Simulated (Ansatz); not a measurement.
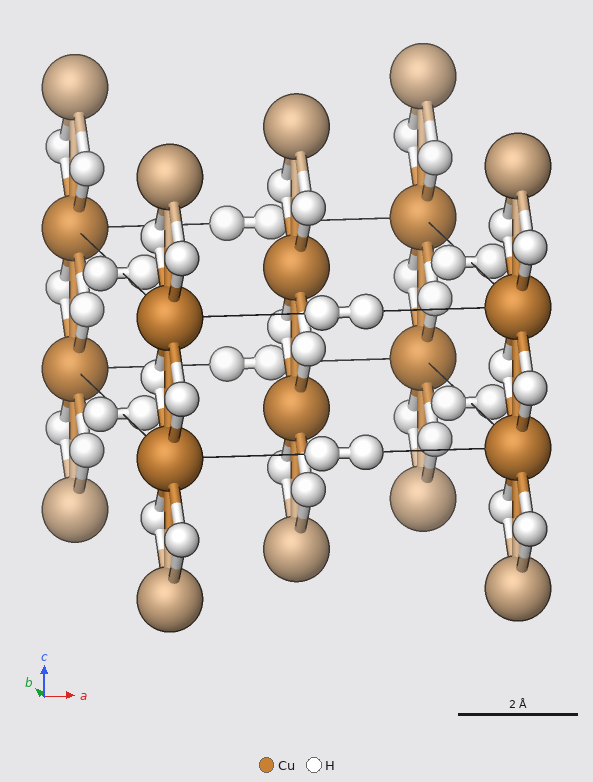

*The structure as given in the input (ball-and-stick view of the cell 2 times as large as that of the calculation, set on its symmetry axes, seen slightly off an axis; neighbours outside the cell are drawn fainter).*

Band-structure calculation, with input and output: CuH₄

System: CuH₄ (Cmmm, 5 atoms in the cell).
Method: DFT PBE, scalar-relativistic, plane waves, PAW, no spin polarisation (Ansatz 0.2.0).

The structure was made by a generator, so it may or may not be a known phase.

### Input
```yaml
crystal:
  lattice:
    - [2.9768825237, -4.4388911903, 0.0]
    - [2.9768825237, 4.4388911903, 0.0]
    - [0.0, 0.0, 2.4041448011]
  atoms:
    - { symbol: Cu, position: [0.0, 0.0, 0.0] }
    - { symbol: H, position: [0.5630734617, 0.5630734617, 0.0] }
    - { symbol: H, position: [0.4369265383, 0.4369265383, 0.0] }
    - { symbol: H, position: [0.1236435142, 0.8763564858, 0.5] }
    - { symbol: H, position: [0.8763564858, 0.1236435142, 0.5] }
basis:
  ecutwfc: 420
kpoints:
  mp_grid: { grid: [8, 8, 16] }
  band_path:
    path:
      - [[0.0, 0.0, 0.0], [-0.5, 0.5, 0.0], [-0.36243833, 0.63756167, 0.0]]
      - [[0.36243833, 0.36243833, 0.0], [0.0, 0.0, 0.0], [0.0, 0.0, 0.5], [0.36243833, 0.36243833, 0.5]]
      - [[-0.36243833, 0.63756167, 0.5], [-0.5, 0.5, 0.5], [-0.5, 0.5, 0.0]]
      - [[0.0, 0.0, 0.0], [0.0, 0.5, 0.0], [0.0, 0.5, 0.5], [0.0, 0.0, 0.5], [-0.5, 0.5, 0.5]]
    npoints: 14
hamiltonian:
  xc: pbe
scf:
  occupations: { method: gaussian, width: 0.1 }
  n_extra_bands: 12
output:
  forces: true
  stress: true
  eigenvalues: true
  populations: true
  dos: { projected: true, de: 0.02, nscf_kmesh: { grid: [10, 10, 20] } }
  bader: true
  write_density: true
  write_potential: true
  elf: true
  volumetric_format: npy
```

Launched with:
```bash
ansatz run input.yaml --threads 1 --pin off --max-ram 2048MiB --backend cpu --events-out ev --progress --plain --runs-dir out
```

### The program's output
```
scf.n_extra_bands = 12 over 12 filled bands (N_el = 23.0): the run solves 24 bands
Engine: ansatz 0.2.0, x86_64-unknown-linux-gnu
Pseudopotentials: kind: paw
Pseudopotential: Cu, paw, valence charge 19, recommended cutoff 420 eV (normal), Cu.paw.azcp
Pseudopotential: H, paw, valence charge 1, recommended cutoff 420 eV (normal), H.paw.azcp
Functional definition: PBE
  parameter kappa = 0.804
  parameter beta = 0.06672455060314922
  exchange = pbe_x(kappa = kappa, mu = beta*pi^2/3)
  correlation = pbe_c(beta = beta)
Crystal: 5 atoms, lattice volume = 63.537 Å³
Basis set: ecut = 420 eV, 1215 PW (Γ), exchange–correlation on 72×72×36 points (8 copies of the dense FFT grid, shifted against one another)
Bands: 24, of which v1, the nominal top of the filled ones, is band 12 counted from 1 (11 counted from 0)
Symmetry: 8 space group operations
Space group: Cmmm (ITA 65), of the structure as read, at distance tolerance 4.0e-5 Å
k-points: 189 of 1024
Non-local potential: Cu, projectors of the file, l = 0: 3, l = 1: 2, l = 2: 3, l = 3: 1
Non-local potential: H, projectors of the file, l = 0: 2, l = 1: 1
PAW form: soft (Blöchl's): semilocal exchange-correlation on the pseudo side does not see the compensation charge
PAW one-centre angular grid: Cu, 590 points (default); XC on 64 Gauss nodes
PAW one-centre angular grid: H, 110 points (default); XC on 64 Gauss nodes
Initial density: superposition of atomic densities (neutral atoms: chi_scale 0, normalization atom), corrected by the library's trained network
Initial wavefunctions: pseudopotential atomic-orbital guess
Functional: x = pbe(κ = 0.804, μ = 0.2195149727645171), c = pbe(β = 0.06672455060314922)
SCF iter   1: F=—  HF=-6687.673469 eV  |F-HF|=—  |Δ(HF+E_count)|=         —  Δρ=5.28e-3  dr2=3.97e-2  ethr=1.77e-3  ⟨swp⟩=5.1  Hψ=21263  notcnv=0  defer=412
preconditioner: auto → LDOS  [metal: Δε(μ)=0.005 eV  Ē_g=15.161 eV  σ=0.100 eV  W_gap=0.03  n_scr=8 (ndim 8)  ℏωp=18.0 eV  f_vac=0.338  D(μ)=0.66/eV (n_scr^D=4)  β→1.0]
SCF iter   2: F=—  HF=-6687.661321 eV  |F-HF|=—  |Δ(HF+E_count)|=   1.21e-2  Δρ=5.59e-3  dr2=1.30e-2  ethr=1.72e-4  ⟨swp⟩=2.4  Hψ=8517  notcnv=0  defer=1197
SCF iter   3: F=—  HF=-6687.658829 eV  |F-HF|=—  |Δ(HF+E_count)|=   2.49e-3  Δρ=2.85e-3  dr2=2.83e-3  ethr=5.66e-5  ⟨swp⟩=2.6  Hψ=8429  notcnv=0  defer=1195
SCF iter   4: F=—  HF=-6687.657960 eV  |F-HF|=—  |Δ(HF+E_count)|=   8.69e-4  Δρ=1.86e-4  dr2=2.07e-5  ethr=1.23e-5  ⟨swp⟩=2.1  Hψ=5097  notcnv=0  defer=1195
SCF iter   5: F=—  HF=-6687.657959 eV  |F-HF|=—  |Δ(HF+E_count)|=   9.46e-7  Δρ=2.24e-4  dr2=2.17e-5  ethr=9.01e-8  ⟨swp⟩=2.0  Hψ=4596  notcnv=0  defer=1195
SCF iter   6: F=—  HF=-6687.657957 eV  |F-HF|=—  |Δ(HF+E_count)|=   1.91e-6  Δρ=5.20e-5  dr2=1.13e-6  ethr=9.01e-8  ⟨swp⟩=2.3  Hψ=4630  notcnv=0  defer=1195
SCF iter   7: F=-6687.657957 eV  HF=-6687.657957 eV  |F-HF|=5.73e-10  |Δ(HF+E_count)|=   7.34e-8  Δρ=2.84e-6  dr2=4.42e-9  ethr=4.35e-10  ⟨swp⟩=11.4  Hψ=28844  notcnv=0
SCF 1 converged in 7 iterations: F = -6687.657957 eV  dr2 = 4.42e-9
  greatest PAW one-centre occupation: 1.000 electrons in one spin orbital (limit 2), on the Cu atom at site 0 (counted from 0), in its partial waves of l = 0
```

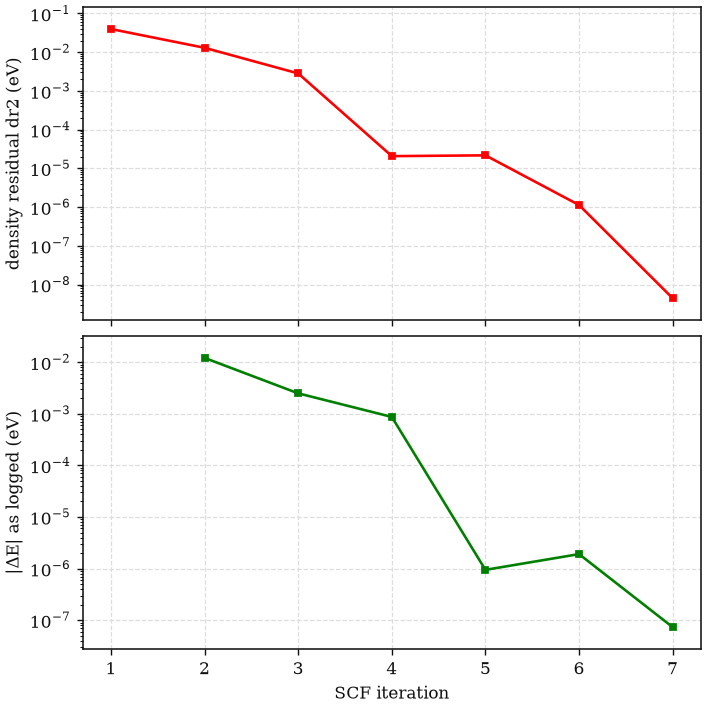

*Convergence of the self-consistent field: density residual dr2 and size of the energy change against the SCF iteration.*

The residual falls almost steadily, with no more than small rises.

```
NSCF: frozen V_eff on 158 k-points
NSCF: frozen V_eff on 341 k-points
SCF converged after 7 iterations
Free energy (F): -6687.657957 eV
Harris-Foulkes:  -6687.657957 eV  (|F-HF|=5.73e-10)
Internal energy: -6687.654730 eV  (E = F + TS)
E sigma→0 (E₀):  -6687.656344 eV
Entropy (-TS):   -0.003226 eV (-0.645 meV/atom)
Fermi energy:    0.482361 eV
--- Per-component energies (eV) ---
  E_band       = -693.523890
  E_kinetic    = 352.124376
  E_local      = -7465.525841  (includes V_loc(G=0)·N_el)
  E_nonlocal   = 393.759838
  E_hartree    = 3318.325690
  E_xc         = -124.095160
  E_vxc        = -159.915503  (∫ρ·V_xc dr)
  E_paw        = -1662.895306  (= ΣΔE_a)
  E_vpaw       = -450.619711  (= ΣTr[D̂ρ^β])
  E_aug_tail   = -0.004499  (compensation charges beyond the density's cutoff)
  E_ewald      = -1499.343827
  E_smearing   = -0.003226  (= −TS)
  E_closure    = 0.000000  (closes the sum)
  Σ components = -6687.657957   (vs F -6687.657957, Δ=0.00e0)
--- Forces (eV/Å), atoms counted from 1 ---
  atom   1  Cu     0.00000000     0.00000000     0.00000000
  atom   2  H     -0.00124448     0.00000000     0.00000000
  atom   3  H      0.00124448     0.00000000    -0.00000000
  atom   4  H      0.00000000    -0.00137532     0.00000000
  atom   5  H     -0.00000000     0.00137532    -0.00000000
  max |Σ_I F_I| component: 4.34e-19 eV/Å
--- Stress (GPa, compression-positive) ---
       -0.015187      -0.000000      -0.000000
       -0.000000       0.020877      -0.000000
       -0.000000      -0.000000       0.003235
  P = ⅓ Tr σ = 0.0030 GPa (0.030 kbar)
--- Band table (eV; the first three rows and the last of 189) ---
  k-point 0: bands = ["-112.3995", "-69.8948", "-69.8750", "-69.4632", "-7.6809", "-6.0885", "-3.2125", "-2.8565", "-2.3998", "-2.2035", "-1.9079", "-1.6917", "2.0239", "6.0535", "6.9961", "7.1992", "10.3352", "10.9788", "15.7005", "18.4821", "19.6394", "19.7324", "19.8870", "20.5282"]
  k-point 1: bands = ["-112.3991", "-69.8993", "-69.8745", "-69.4628", "-7.5802", "-6.0212", "-3.2239", "-3.1715", "-2.3875", "-1.8945", "-1.7638", "-1.7627", "2.1629", "6.1348", "7.0881", "7.3008", "10.3224", "11.0804", "15.7556", "17.6586", "18.8469", "19.5729", "19.7442", "20.6131"]
  k-point 2: bands = ["-112.3979", "-69.9121", "-69.8732", "-69.4617", "-7.2838", "-5.8225", "-3.7337", "-3.0539", "-2.3527", "-1.9483", "-1.8564", "-1.0341", "2.5563", "6.3785", "7.3650", "7.6050", "10.2451", "11.3777", "15.3021", "15.8159", "18.7715", "18.9204", "19.6287", "20.0429"]
  k-point 188: bands = ["-112.3884", "-70.0120", "-69.8626", "-69.4528", "-5.3624", "-4.3317", "-3.0009", "-2.9050", "-2.2300", "-2.0728", "-1.6474", "3.8277", "5.0760", "6.8081", "6.9141", "7.9140", "10.1362", "12.9617", "13.1457", "14.1680", "15.1390", "15.2606", "16.3078", "17.5542"]
--- Löwdin populations: 5 sites ---
  site symbol       q [e]
     0     Cu     18.3212
     1      H      0.9855
     2      H      0.9855
     3      H      1.2773
     4      H      1.2773
  spilling = 0.006657 (of n_electrons = 23.000000)
--- Bader charges: 5 sites ---
  site symbol  charge [e]  shift [e]
     0     Cu      0.4856     0.0063
     1      H     -0.0069     0.0000
     2      H     -0.0069     0.0000
     3      H     -0.2359     0.0032
     4      H     -0.2359     0.0032
  estimated error of the sums over rays = 2.1e-4 e
```

### File bader_charges.tsv
```
# site	symbol	x_ang	y_ang	z_ang	partial_charge_e	electrons	volume_ang3	relative_density_drop	shared_charge_e	partial_wave_shift_e
# quadrature_error_electrons = 2.1e-4
0	Cu	0.0000	0.0000	0.0000	0.48558	28.51442	17.54	-	0.48558	0.00631
1	H	3.3524	0.0000	0.0000	-0.00687	1.00687	8.73	-	-0.00687	0.00000
2	H	2.6014	0.0000	0.0000	-0.00688	1.00688	8.73	-	-0.00688	0.00000
3	H	2.9769	3.3412	1.2021	-0.23591	1.23591	10.13	-	-0.23591	0.00315
4	H	2.9769	-3.3412	1.2021	-0.23591	1.23591	10.13	-	-0.23591	0.00315
```

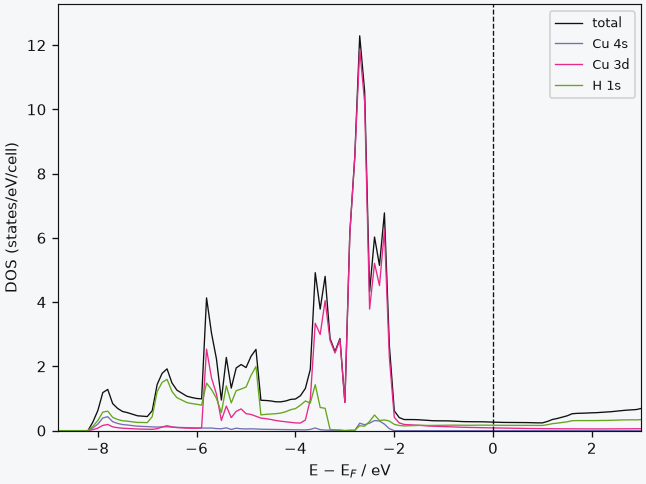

*Density of states (projected on Löwdin-orthogonalised atomic shells), with energies from the Fermi level.*

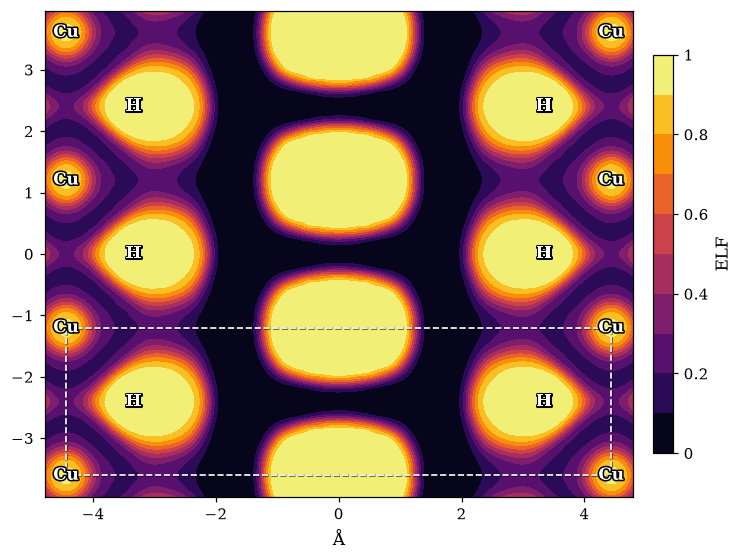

*ELF on the (100) plane of the conventional cell.*

The plane passes through Cu and H nuclei. Cu–H (1.63 Å): the ELF climbs to about 1 towards the hydrogen, as it does in any bond to H. Cu–Cu (2.40 Å): the ELF is about 0.30 at the midpoint (no localised pair between them). The strong features right at Cu lie inside the PAW spheres (semicore, d or f shells) and say nothing about bonding. The fields are those of the smooth PAW valence density.

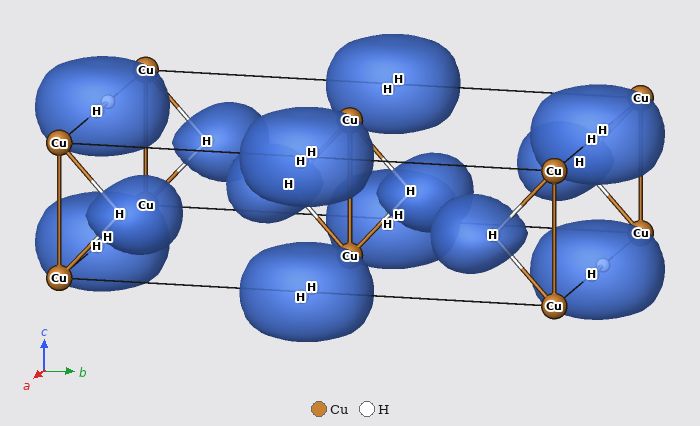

*Isosurface of the electron localisation function at 0.75 (blue), seen slightly off an axis. Core shells and regions of very low density are left out. Sticks mark near contacts. The outline is the cell set on symmetry axes.*

Values along the shortest contacts: Cu–H (1.63 Å): the ELF climbs to about 1 towards the hydrogen.

### Key numbers

```csv
quantity,value
outcome,converged
space group (tolerance 0.01 Å),Cmmm (65)
electrons treated,23
free energy,−6687.6580 eV
Fermi energy,0.482 eV
gap on the k-point mesh,none (metallic)
pressure,0.00 GPa
largest force (length of the vector),0.001 eV/Å
hardware,"1 thread of Intel Xeon (Granite Rapids), 64 GiB of memory available, shared host"
wall time,42 s
peak memory,0.64 GiB
```
